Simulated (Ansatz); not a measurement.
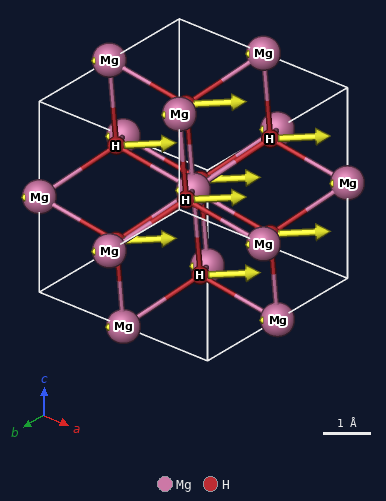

One vibrational mode of crystalline MgH$_{2}$ (a generated structure) at the zone centre. The yellow arrows are the displacements of the atoms (eigenvector over the root of the mass), of arbitrary overall length and sign. The picture is a ball-and-stick view of the conventional cell (4 times the calculation's cell), seen from a free direction. Lengths and directions refer to the drawn axes.

These are results of Ansatz 0.2.0, DFT PBE, scalar-relativistic, plane waves, PAW, not measurements.

Input
```yaml
crystal:
  lattice:
    - [-1.6816913569, 1.6825422751, 2.3788718168]
    - [1.6816913569, -1.6825422751, 2.3788718168]
    - [1.6816913569, 1.6825422751, -2.3788718168]
  atoms:
    - { symbol: Mg, position: [0.5, 0.5, 0.0] }
    - { symbol: H, position: [0.2499792157, 0.7499792157, 0.5] }
    - { symbol: H, position: [0.7500207843, 0.2500207843, 0.5] }
basis:
  ecutwfc: 420
kpoints:
  mp_grid: { grid: [20, 20, 20] }
hamiltonian:
  xc: pbe
scf:
  occupations: { method: fermi_dirac, width: 0.15 }
output:
  eigenvalues: true
phonons:
  method: dfpt
  eigenvectors: true
```

Run as
```bash
ansatz run input.yaml --threads 1 --pin off --max-ram 2560MiB --backend cpu --events-out ev --progress --plain --runs-dir out
```

The frequencies depend somewhat on the k-mesh and the smearing.

> Describe the mode and give its frequency.

This is a non-degenerate mode at 20.0 THz, optical level 2 of 3, counted from below. The H sublattice moves against the Mg sublattice, along [1 −1 0]; it stretches the shortest H–Mg bonds (2.06 Å); the kinetic energy is shared as H 92 %, Mg 8 %.
